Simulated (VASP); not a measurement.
System GaSb (space group F-43m, No. 216); source of the atomic positions: coordinates from a relaxation with VASP Kohn-Sham DFT of a periodic cell, B3LYP, VASP PAW PBE potentials, recommended (VASP 6.6.1).

```xyz
8
Lattice="6.2341 0.0000 0.0000 0.0000 6.2341 0.0000 0.0000 0.0000 6.2341" Properties=species:S:1:pos:R:3 pbc="T T T"
Sb    4.6756    1.5585    4.6756
Ga    3.1170    0.0000    3.1170
Sb    4.6756    4.6756    1.5585
Ga    3.1170    3.1170    0.0000
Sb    1.5585    1.5585    1.5585
Ga    0.0000    0.0000    0.0000
Sb    1.5585    4.6756    4.6756
Ga    0.0000    3.1170    3.1170
```

Bonds are taken as Ga–Sb below 3 Å. Atoms with one bond or none are removed and atoms with two bonds are replaced by edges, until no such atom is left.

Derive the underlying net.

The result is a uninodal 4-connected, three-periodic net: Sb and Ga are 4-connected nodes. It is the dia net, known from diamond, zinc blende and cristobalite. It is a single net, without interpenetration.

```json
{"node": "Sb and Ga", "links": "4", "point symbol": "6⁶", "coordination sequence": "4 12 24 42 64"}
```

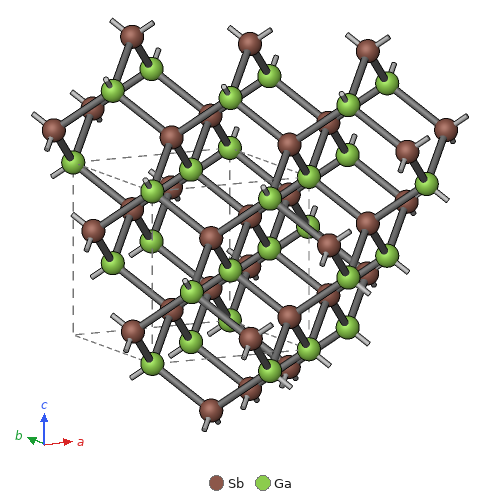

Nodes are coloured by element. Short stubs are edges that leave the cut-out.
